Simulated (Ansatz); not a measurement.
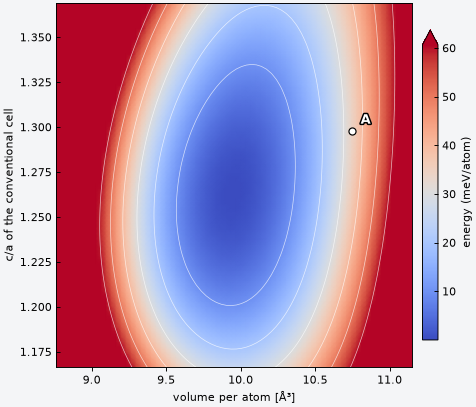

AlN (P6_3/mmc, No. 194; 4 atoms in the cell). The energy is mapped over volume and the cell's shape. The first coordinate is: volume per atom; the second: c/a of the conventional cell. Nothing is relaxed (symmetry fixes all fractional coordinates). Grid: 7 × 7 points. Points are written as (first, second). All energies are given in meV/atom relative to the lowest grid point. Theory: DFT PBE, scalar-relativistic, plane waves, PAW in Ansatz 0.2.0. Settings: cutoff 520 eV, k-mesh 9×9×6 in the order of the run's cell vectors, gaussian smearing 0.05 eV, no spin polarisation.

Drawn: a smooth colour map with a few white contour lines, one colour for all values above the top of the scale, the point A. Between grid points the surface is interpolated.

### Which way does the force act at A, and how strong is it?

A, at (10.75 Å³, 1.298), is not a stationary point. The computed force is 80 meV/atom for each Å³ towards smaller values of volume per atom and nearly zero along c/a of the conventional cell.

PAW datasets: the set soft_1.
